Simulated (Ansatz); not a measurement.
# MoS$_{2}$: geometry relaxation

- system: MoS$_{2}$ (3 atoms in the cell)
- method: DFT PBEsol, scalar-relativistic, plane waves, PAW, no spin polarisation (Ansatz 0.2.0)

The structure derives from an entry of the Crystallography Open Database.

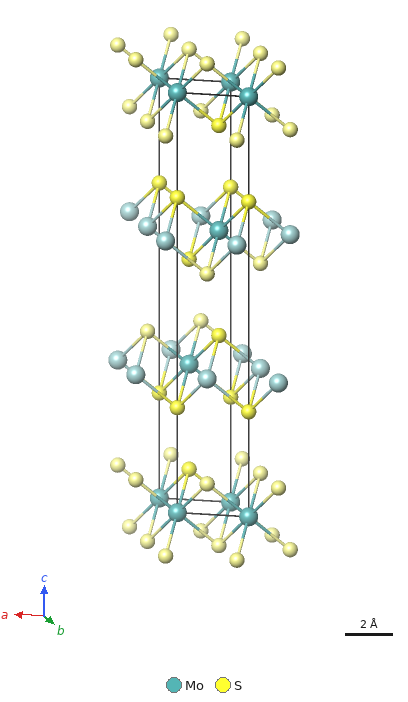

Fig. 1: The starting structure (ball-and-stick view of the cell 3 times as large as that of the calculation, set on its symmetry axes, seen at an oblique angle; neighbours outside the cell are drawn fainter). An atom can appear more than once, as a periodic image.

## Results in brief

| quantity | value |
| --- | --- |
| outcome | converged |
| space group (tolerance 0.01 Å) | R-3m (166) |
| electrons treated | 26 |
| free energy | −6669.3900 eV |
| Fermi energy | 11.488 eV |
| gap on the k-point mesh | none (metallic) |
| pressure | −0.06 GPa |
| final volume | 51.73 Å³ |
| largest force (length of the vector) at the end | 0.018 eV/Å |
| final cell | a = 6.365 Å, b = 6.365 Å, c = 6.365 Å, α = 28.45°, β = 28.45°, γ = 28.45° |
| hardware | 2 threads of AMD EPYC (Zen 3), 32 GiB of memory available, shared host |
| wall time | 3.5 s (CPU time 6.4 s) |
| peak memory | 0.4 GiB |

## Input file
```yaml
crystal:
  lattice:
    - [1.5855007458, 0.9153892824, 6.115]
    - [-1.5855007458, 0.9153892824, 6.115]
    - [0.0, -1.8307785648, 6.115]
  atoms:
    - { symbol: Mo, position: [0.0, 0.0, 0.0] }
    - { symbol: S, position: [0.75, 0.75, 0.75] }
    - { symbol: S, position: [0.25, 0.25, 0.25] }
basis:
  ecutwfc: 420
kpoints:
  mp_grid: { grid: [6, 6, 6] }
hamiltonian:
  xc: pbesol
scf:
  occupations: { method: gaussian, width: 0.1 }
output:
  forces: true
  stress: true
  eigenvalues: true
relax:
  adjacent_minimum: "off"
  f_tol: 0.05
  max_steps: 80
  cell: { stress_tol: 0.5 }
```

Run as:
```bash
ansatz run input.yaml --threads 2 --pin off --max-ram 5120MiB --backend cpu --events-out ev --progress --plain --runs-dir out
```

## What the program printed
```
basis.fft_grid_basis auto: the FFT boxes are laid along the combinations [[1, 0, -1], [0, 1, -1], [0, 0, 1]] of the cell's own vectors, 3.171, 3.171 and 6.383 Å long. The dense box has 24×24×45 points. Along the cell's own vectors, as sized, it would have 45×45×45, 3.52 times as many. Of the 12 symmetry operations that the crystal satisfies within crystal.symmetry.tolerance (time reversal apart; of a slab, those that keep its plane) the dense box along the cell's own vectors carries 12, and the one as laid loses 8 of those. basis.fft_grid_basis: typed keeps the cell's own vectors: state it where this run's energies or levels are differenced outside the engine with another run's, or held beside a run that keeps those vectors.
Engine: ansatz 0.2.0, x86_64-unknown-linux-gnu
Pseudopotentials: kind: paw
Pseudopotential: Mo, paw, valence charge 14, recommended cutoff 420 eV (normal), Mo.paw.azcp
Pseudopotential: S, paw, valence charge 6, recommended cutoff 420 eV (normal), S.paw.azcp
Functional definition: PBEsol
  exchange = pbesol_x
  correlation = pbesol_c
Crystal: 3 atoms, lattice volume = 53.250 Å³
Basis set: ecut = 420 eV, 1023 PW (Γ), FFT grids on a1−a3, a2−a3, a3, exchange–correlation on 48×48×90 points (8 copies of the dense FFT grid, shifted against one another)
Bands: 17, of which v1, the nominal top of the filled ones, is band 13 counted from 1 (12 counted from 0)
Symmetry: 12 space group operations
Space group: R-3m (ITA 166), of the structure as read, at distance tolerance 3.8e-5 Å
k-points: 32 of 216
Non-local potential: Mo, projectors of the file, l = 0: 3, l = 1: 2, l = 2: 2, l = 3: 1
Non-local potential: S, projectors of the file, l = 0: 2, l = 1: 2, l = 2: 2
PAW form: soft (Blöchl's): semilocal exchange-correlation on the pseudo side does not see the compensation charge
PAW frozen core: Mo, regenerated for the run's functional, and the local potential with it (the file was generated under x = pbe(κ = 0.804, μ = 0.2195149727645171), c = pbe(β = 0.06672455060314922))
PAW frozen core: S, regenerated for the run's functional, and the local potential with it (the file was generated under x = pbe(κ = 0.804, μ = 0.2195149727645171), c = pbe(β = 0.06672455060314922))
PAW one-centre angular grid: Mo, 590 points (default); XC on 64 Gauss nodes
PAW one-centre angular grid: S, 110 points (default); XC on 64 Gauss nodes
Initial density: superposition of atomic densities (neutral atoms: chi_scale 0, normalization atom), corrected by the library's trained network
Initial wavefunctions: pseudopotential atomic-orbital guess
Functional: x = pbesol(κ = 0.804, μ = 0.12345679012345678), c = pbesol(β = 0.046)
SCF iter   1: F=—  HF=-6669.351704 eV  |F-HF|=—  |Δ(HF+E_count)|=         —  Δρ=6.84e-3  dr2=2.01e-2  ethr=1.77e-3  ⟨swp⟩=5.2  Hψ=2905  notcnv=0
preconditioner: auto → LDOS  [metal: Δε(μ)=0.084 eV  Ē_g=8.120 eV  σ=0.100 eV  W_gap=0.44  n_scr=16 (ndim 8)  ℏωp=21.6 eV  f_vac=0.014  D(μ)=0.62/eV (n_scr^D=2)  β→1.0]
SCF iter   2: F=—  HF=-6669.350858 eV  |F-HF|=—  |Δ(HF+E_count)|=   8.46e-4  Δρ=4.04e-3  dr2=2.22e-2  ethr=7.72e-5  ⟨swp⟩=2.0  Hψ=1243  notcnv=0  defer=2
SCF iter   3: F=—  HF=-6669.347408 eV  |F-HF|=—  |Δ(HF+E_count)|=   3.45e-3  Δρ=1.66e-3  dr2=5.15e-3  ethr=7.72e-5  ⟨swp⟩=2.0  Hψ=764  notcnv=0  defer=2
SCF iter   4: F=—  HF=-6669.346683 eV  |F-HF|=—  |Δ(HF+E_count)|=   7.25e-4  Δρ=2.15e-4  dr2=8.70e-5  ethr=1.98e-5  ⟨swp⟩=2.0  Hψ=590  notcnv=0  defer=2
SCF iter   5: F=—  HF=-6669.346664 eV  |F-HF|=—  |Δ(HF+E_count)|=   1.90e-5  Δρ=6.67e-5  dr2=3.25e-6  ethr=3.35e-7  ⟨swp⟩=2.0  Hψ=777  notcnv=0  defer=2
SCF iter   6: F=-6669.346663 eV  HF=-6669.346663 eV  |F-HF|=1.59e-8  |Δ(HF+E_count)|=   6.66e-7  Δρ=1.09e-5  dr2=7.24e-8  ethr=3.85e-10  ⟨swp⟩=4.9  Hψ=2884  notcnv=0
SCF 1 converged in 6 iterations: F = -6669.346663 eV  dr2 = 7.24e-8
  greatest PAW one-centre occupation: 0.999 electrons in one spin orbital (limit 2), on the Mo atom at site 0 (counted from 0), in its partial waves of l = 0
relax step   1: F+E_penalty+E_count = -6669.34666344 eV  Δ(F+E_penalty+E_count) = +0.000e0 eV  max|allowed force component| = 7.063e-1 eV/Å  Δτ_max = 0.0000 Å  P = +2.852 GPa  Ω = 53.250 Å³  (6 SCF iters, dr2 threshold 1.00e-7 eV, accepted)
Crystal: 3 atoms, lattice volume = 50.504 Å³
Basis set: ecut = 420 eV, 981 PW (Γ), FFT grids on a1−a3, a2−a3, a3, exchange–correlation on 48×48×90 points (8 copies of the dense FFT grid, shifted against one another)
Initial density: handed on by an earlier stage of this run
Initial wavefunctions: those handed on with the density
iter 1 solved again at ethr=1.43e-4 eV; its pass at ethr=3.10e-3 eV (dr2=3.71e-2 eV) is discarded
SCF iter   1: F=—  HF=-6669.394116 eV  |F-HF|=—  |Δ(HF+E_count)|=         —  Δρ=7.38e-3  dr2=4.63e-2  ethr=1.43e-4  ⟨swp⟩=1.0  Hψ=3276  notcnv=0
eigensolver tolerance schedule calibrated: the retry pair's looser diagonalisation under-reported the residual by θ = 0.20 (0.15/decade); ethr = c·dr2/N_el runs at the constant in force after the calibration composes with the one it found (an armed cap, an earlier calibration), c = 4.6e-2
preconditioner: auto → none  [insulator: Δε(μ)=0.137 eV  Ē_g=8.079 eV  σ=0.100 eV  W_gap=0.52  n_scr=16 (ndim 8)  ℏωp=22.2 eV  f_vac=0.001  D(μ)=0.79/eV (n_scr^D=2)  ε∞_Penn≈8.5]
SCF iter   2: F=—  HF=-6669.386033 eV  |F-HF|=—  |Δ(HF+E_count)|=   8.08e-3  Δρ=2.99e-3  dr2=3.23e-3  ethr=8.15e-5  ⟨swp⟩=2.0  Hψ=770  notcnv=0
SCF iter   3: F=—  HF=-6669.385302 eV  |F-HF|=—  |Δ(HF+E_count)|=   7.32e-4  Δρ=1.45e-3  dr2=4.85e-4  ethr=5.68e-6  ⟨swp⟩=2.0  Hψ=833  notcnv=0
SCF iter   4: F=—  HF=-6669.385260 eV  |F-HF|=—  |Δ(HF+E_count)|=   4.15e-5  Δρ=6.29e-4  dr2=8.39e-5  ethr=8.54e-7  ⟨swp⟩=2.4  Hψ=749  notcnv=0
SCF iter   5: F=—  HF=-6669.385265 eV  |F-HF|=—  |Δ(HF+E_count)|=   4.61e-6  Δρ=1.66e-4  dr2=5.82e-6  ethr=1.48e-7  ⟨swp⟩=2.0  Hψ=962  notcnv=0
SCF iter   6: F=-6669.385264 eV  HF=-6669.385264 eV  |F-HF|=2.00e-8  |Δ(HF+E_count)|=   6.66e-7  Δρ=2.33e-5  dr2=1.25e-7  ethr=5.28e-10  ⟨swp⟩=3.5  Hψ=2526  notcnv=0
SCF 2 converged in 6 iterations: F = -6669.385264 eV  dr2 = 1.25e-7
relax step   2: F+E_penalty+E_count = -6669.38526421 eV  Δ(F+E_penalty+E_count) = -3.860e-2 eV  max|allowed force component| = 1.679e-1 eV/Å  Δτ_max = 0.1062 Å  P = +0.025 GPa  Ω = 50.504 Å³  energy of the carried Pulay correction = +2.388e-4 eV  (6 SCF iters, dr2 threshold 3.00e-7 eV, accepted)
Crystal: 3 atoms, lattice volume = 51.730 Å³
Basis set: ecut = 420 eV, 999 PW (Γ), FFT grids on a1−a3, a2−a3, a3, exchange–correlation on 48×48×90 points (8 copies of the dense FFT grid, shifted against one another)
iter 1 solved again at ethr=2.16e-5 eV; its pass at ethr=3.10e-3 eV (dr2=5.61e-3 eV) is discarded
SCF iter   1: F=—  HF=-6669.391423 eV  |F-HF|=—  |Δ(HF+E_count)|=         —  Δρ=2.74e-3  dr2=5.31e-3  ethr=2.16e-5  ⟨swp⟩=1.1  Hψ=3176  notcnv=0
preconditioner: auto → Kerker (q_TF=auto, 2.433 Å⁻¹)  [metal: Δε(μ)=0.036 eV  Ē_g=8.062 eV  σ=0.100 eV  W_gap=0.20  n_scr=16 (ndim 8)  ℏωp=21.9 eV  f_vac=0.006  D(μ)=0.93/eV (n_scr^D=2)]
SCF iter   2: F=—  HF=-6669.390570 eV  |F-HF|=—  |Δ(HF+E_count)|=   8.53e-4  Δρ=1.53e-3  dr2=1.96e-3  ethr=2.04e-5  ⟨swp⟩=1.0  Hψ=544  notcnv=0
SCF iter   3: F=—  HF=-6669.390118 eV  |F-HF|=—  |Δ(HF+E_count)|=   4.52e-4  Δρ=3.06e-4  dr2=1.36e-4  ethr=7.54e-6  ⟨swp⟩=2.1  Hψ=744  notcnv=0
SCF iter   4: F=—  HF=-6669.390108 eV  |F-HF|=—  |Δ(HF+E_count)|=   1.00e-5  Δρ=9.15e-5  dr2=8.32e-6  ethr=5.22e-7  ⟨swp⟩=2.1  Hψ=761  notcnv=0
SCF iter   5: F=—  HF=-6669.390111 eV  |F-HF|=—  |Δ(HF+E_count)|=   2.62e-6  Δρ=2.56e-5  dr2=7.98e-7  ethr=3.20e-8  ⟨swp⟩=2.2  Hψ=778  notcnv=0
SCF iter   6: F=-6669.390111 eV  HF=-6669.390111 eV  |F-HF|=1.46e-8  |Δ(HF+E_count)|=   3.45e-7  Δρ=4.68e-6  dr2=1.27e-8  ethr=1.15e-9  ⟨swp⟩=6.0  Hψ=2422  notcnv=0
SCF 3 converged in 6 iterations: F = -6669.390111 eV  dr2 = 1.27e-8
relax step   3: F+E_penalty+E_count = -6669.39011133 eV  Δ(F+E_penalty+E_count) = -4.847e-3 eV  max|allowed force component| = 1.751e-2 eV/Å  Δτ_max = 0.0376 Å  P = -0.062 GPa  Ω = 51.730 Å³  energy of the carried Pulay correction = +1.306e-4 eV  (6 SCF iters, dr2 threshold 3.00e-7 eV, accepted)
Initial wavefunctions: pseudopotential atomic-orbital guess (no wavefunctions were taken with the density)
iter 1 solved again at ethr=2.18e-7 eV; its pass at ethr=3.10e-3 eV (dr2=5.67e-5 eV) is discarded
SCF iter   1: F=—  HF=-6669.389977 eV  |F-HF|=—  |Δ(HF+E_count)|=         —  Δρ=3.01e-5  dr2=7.51e-8  ethr=2.18e-7  ⟨swp⟩=3.1  Hψ=4377  notcnv=0
preconditioner: auto → Kerker (q_TF=auto, 2.433 Å⁻¹)  [metal: Δε(μ)=0.035 eV  Ē_g=8.063 eV  σ=0.100 eV  W_gap=0.20  n_scr=16 (ndim 8)  ℏωp=21.9 eV  f_vac=0.005  D(μ)=0.94/eV (n_scr^D=2)]
SCF iter   2: F=—  HF=-6669.389984 eV  |F-HF|=—  |Δ(HF+E_count)|=   6.54e-6  Δρ=1.59e-5  dr2=2.26e-8  ethr=2.89e-10  ⟨swp⟩=2.2  Hψ=960  notcnv=0
iter 3 did not close the SCF: its close was put off for the readings that it lacked (scf_convergence_deferred on its scf_iter line)
SCF iter   3: F=-6669.389984 eV  HF=-6669.389984 eV  |F-HF|=8.22e-10  |Δ(HF+E_count)|=   1.94e-8  Δρ=1.27e-6  dr2=1.44e-9  ethr=8.70e-11  ⟨swp⟩=2.0  Hψ=901  notcnv=0
iter 4 did not close the SCF: its close was put off for the readings that it lacked (scf_convergence_deferred on its scf_iter line)
SCF iter   4: F=-6669.389984 eV  HF=-6669.389984 eV  |F-HF|=1.67e-10  |Δ(HF+E_count)|=  9.24e-10  Δρ=6.48e-7  dr2=4.79e-10  ethr=5.54e-12  ⟨swp⟩=2.0  Hψ=697  notcnv=0
iter 5 did not close the SCF: its close was put off for the readings that it lacked (scf_convergence_deferred on its scf_iter line)
SCF iter   5: F=-6669.389984 eV  HF=-6669.389984 eV  |F-HF|=2.36e-11  |Δ(HF+E_count)|=  3.13e-10  Δρ=1.42e-7  dr2=3.77e-11  ethr=1.84e-12  ⟨swp⟩=2.0  Hψ=789  notcnv=0
SCF iter   6: F=-6669.389984 eV  HF=-6669.389984 eV  |F-HF|=3.64e-12  |Δ(HF+E_count)|=  1.82e-12  Δρ=4.83e-8  dr2=5.40e-12  ethr=1.00e-12  ⟨swp⟩=2.0  Hψ=1436  notcnv=0
SCF 4 converged in 6 iterations: F = -6669.389984 eV  dr2 = 5.40e-12
relax step   4: F+E_penalty+E_count = -6669.38998403 eV  Δ(F+E_penalty+E_count) = +1.273e-4 eV  max|allowed force component| = 1.756e-2 eV/Å  Δτ_max = 0.0000 Å  P = -0.063 GPa  Ω = 51.730 Å³  stress off target by 2.60e-1 GPa  SCF on the basis re-selected at this cell (its energy is not comparable with the rows above)  (6 SCF iters)
```

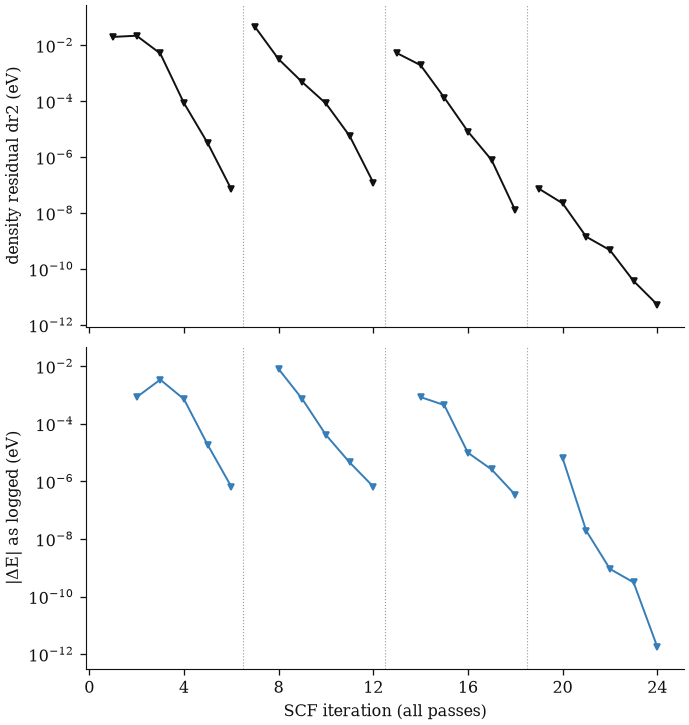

Fig. 2: Convergence of the self-consistent field: density residual dr2 and size of the energy change against the SCF iteration. The dotted lines part the SCF passes of the relaxation: geometry steps, rejected trials and re-solves on a re-selected basis. The passes take 6, 6, 6 and 6 iterations.

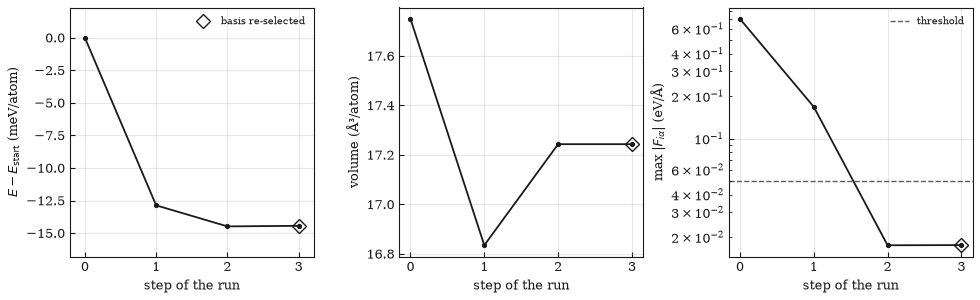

Fig. 3: Progress of the relaxation, step by step (the first geometry is step 0 here and step 1 in the log).

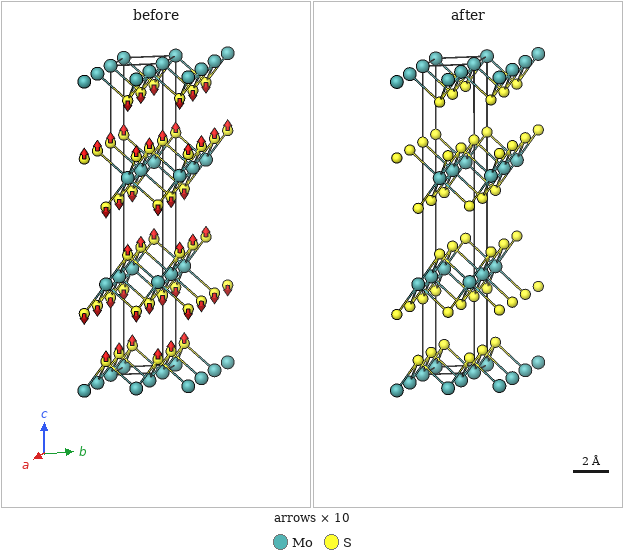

Fig. 4: Before (left) and after (right) the relaxation, at one scale (ball-and-stick view of the cell 3 times as large as that of the calculation, set on its symmetry axes, repeated 3 × 2 × 1, seen slightly off an axis). The red arrows give the displacements (without the part carried along by the change of the cell), magnified 10 times. The largest moves relative to the cell, 0.068 Å, are those of S2 and S3. Mo stays in place. The volume changes by −2.9 %, with a = b 3.171 → 3.128 Å (−1.3 %), c 18.345 → 18.310 Å (−0.2 %). Among the contacts that change: Mo1–S2 2.385 → 2.409 Å. Among the angles that change: S2–Mo1–S2 83.3° → 81.0°, S2–Mo1–S3 96.7° → 99.0°, Mo1–S2–Mo1 83.3° → 81.0°. The space group stays R-3m (No. 166). Over 2 geometry steps the energy falls by 14.5 meV per atom. Largest force component: 0.71 eV/Å at the start, 0.018 eV/Å at the end. The pressure goes from 2.85 to −0.06 GPa. A last SCF at the same geometry on a re-selected plane-wave basis shifts the energy by +0.0 meV per atom. (Atoms are counted from 1 in the order of the input.)

```
basis re-selected at this cell: Δ(F+E_penalty+E_count) = +1.273e-4 eV, ΔP = -0.000 GPa vs the last step (what re-selecting the basis moved, of the pressure what is left beyond the Pulay correction that the steps carried, after the strain that the cell walked since its last selection, with what the two solves' SCF thresholds leave and, on support functions, any second-order correction that the steps lacked; it is no measure of the basis error at this ecutwfc). This SCF's stress stands 2.60e-1 GPa from its target on what of the cell is left free (relax.cell.stress_tol is 5.00e-1 GPa) and its largest allowed force component is 1.76e-2 eV/Å (relax.f_tol is 5.00e-2 eV/Å): within both
SCF converged after 6 iterations
Free energy (F): -6669.389984 eV
Harris-Foulkes:  -6669.389984 eV  (|F-HF|=3.64e-12)
Internal energy: -6669.385287 eV  (E = F + TS)
E sigma→0 (E₀):  -6669.387636 eV
Entropy (-TS):   -0.004697 eV (-1.566 meV/atom)
Fermi energy:    11.488134 eV
--- Per-component energies (eV) ---
  E_band       = -143.140272
  E_kinetic    = 655.973711
  E_local      = -1877.055298  (includes V_loc(G=0)·N_el)
  E_nonlocal   = 201.757924
  E_hartree    = 717.606196
  E_xc         = -375.405202
  E_vxc        = -404.242453  (∫ρ·V_xc dr)
  E_paw        = -4311.936609  (= ΣΔE_a)
  E_vpaw       = -154.786666  (= ΣTr[D̂ρ^β])
  E_aug_tail   = 0.000040  (compensation charges beyond the density's cutoff)
  E_ewald      = -1680.659248
  E_core_change = 0.333198  (= ΣΔE_core)
  E_smearing   = -0.004697  (= −TS)
  E_closure    = 0.000000  (closes the sum)
  Σ components = -6669.389984   (vs F -6669.389984, Δ=0.00e0)
--- Forces (eV/Å), atoms counted from 1 ---
  atom   1  Mo     0.00000000     0.00000000     0.00000000
  atom   2  S      0.00000000    -0.00000000     0.01755512
  atom   3  S      0.00000000     0.00000000    -0.01755512
  max |Σ_I F_I| component: 1.64e-31 eV/Å
--- Stress (GPa, compression-positive) ---
       -0.223767       0.000000       0.000000
        0.000000      -0.223767       0.000000
        0.000000      -0.000000       0.259636
  P = ⅓ Tr σ = -0.0626 GPa (-0.626 kbar)
--- Band table (eV; the first three rows and the last of 32) ---
  k-point 0: bands = ["-50.0517", "-24.1846", "-24.0142", "-24.0142", "-3.6509", "-2.0288", "4.3733", "7.7813", "7.7813", "9.8713", "9.9582", "10.7060", "10.7060", "11.6148", "11.6148", "14.8244", "14.8244"]
  k-point 1: bands = ["-50.0399", "-24.1623", "-24.1272", "-24.0400", "-3.1943", "-1.9122", "4.9482", "6.9078", "7.9648", "8.7408", "9.8193", "9.8861", "10.2896", "11.7660", "12.3933", "14.2196", "14.6422"]
  k-point 2: bands = ["-50.0162", "-24.3482", "-24.1166", "-24.0912", "-2.1978", "-1.5039", "5.5328", "5.9253", "6.9144", "7.7537", "8.6939", "9.6376", "9.9524", "12.7049", "12.7364", "14.7143", "15.0702"]
  k-point 31: bands = ["-50.0517", "-24.1848", "-24.0142", "-24.0142", "-3.2909", "-2.5812", "5.5684", "7.3522", "7.8040", "7.8040", "10.7216", "10.7216", "11.3369", "11.4743", "11.4743", "14.9735", "14.9735"]
--- Relaxed structure (3 steps of the walk, 3 accepted, 1 SCFs on fresh bases) ---
  F+E_penalty+E_count = -6669.38998403 eV   max|allowed force component| = 1.756e-2 eV/Å   (the final SCF, on the basis selected at the relaxed cell)
  cell:  # Å, volume = 51.7299 Å³
    - [1.564212538869616, 0.9030985303861598, 6.1032255919728415]
    - [-1.564212538869616, 0.9030985303861598, 6.1032255919728415]
    - [5.5265264792253095e-34, -1.8061970607723208, 6.1032255919728415]
  atoms:
    - { symbol: Mo, position: [3.782444210360984e-19, 3.782444210360989e-19, 3.7824442103609847e-19] }
    - { symbol: S, position: [0.7537384825847004, 0.7537384825847004, 0.7537384825847008] }
    - { symbol: S, position: [0.24626151741529936, 0.24626151741529936, 0.24626151741529942] }
```

## Trajectory as extended XYZ (Å, eV, eV/Å), 4 frames, from step=1 to step=4
```
3
Lattice="1.5855 0.9154 6.1150 -1.5855 0.9154 6.1150 0.0000 -1.8308 6.1150" Properties=species:S:1:pos:R:3:forces:R:3 step=1 energy=-6669.34666 pressure_GPa=2.85
Mo    0.0000    0.0000    0.0000    0.0000   0.0000   0.0000
S     0.0000    0.0000   13.7587    0.0000   0.0000   0.7063
S     0.0000    0.0000    4.5862    0.0000   0.0000  -0.7063
3
Lattice="1.5547 0.8976 6.0316 -1.5547 0.8976 6.0316 0.0000 -1.7952 6.0316" Properties=species:S:1:pos:R:3:forces:R:3 step=2 energy=-6669.38526 pressure_GPa=0.02
Mo    0.0000    0.0000    0.0000    0.0000   0.0000   0.0000
S     0.0000    0.0000   13.6758    0.0000   0.0000  -0.1679
S     0.0000    0.0000    4.4189    0.0000   0.0000   0.1679
3
Lattice="1.5642 0.9031 6.1032 -1.5642 0.9031 6.1032 0.0000 -1.8062 6.1032" Properties=species:S:1:pos:R:3:forces:R:3 step=3 energy=-6669.39011 pressure_GPa=-0.06
Mo    0.0000    0.0000    0.0000    0.0000   0.0000   0.0000
S     0.0000    0.0000   13.8007    0.0000   0.0000   0.0175
S     0.0000    0.0000    4.5090    0.0000   0.0000  -0.0175
3
Lattice="1.5642 0.9031 6.1032 -1.5642 0.9031 6.1032 0.0000 -1.8062 6.1032" Properties=species:S:1:pos:R:3:forces:R:3 step=4 energy=-6669.38998 pressure_GPa=-0.06
Mo    0.0000    0.0000    0.0000    0.0000   0.0000   0.0000
S     0.0000    0.0000   13.8007    0.0000   0.0000   0.0176
S     0.0000    0.0000    4.5090    0.0000   0.0000  -0.0176
```
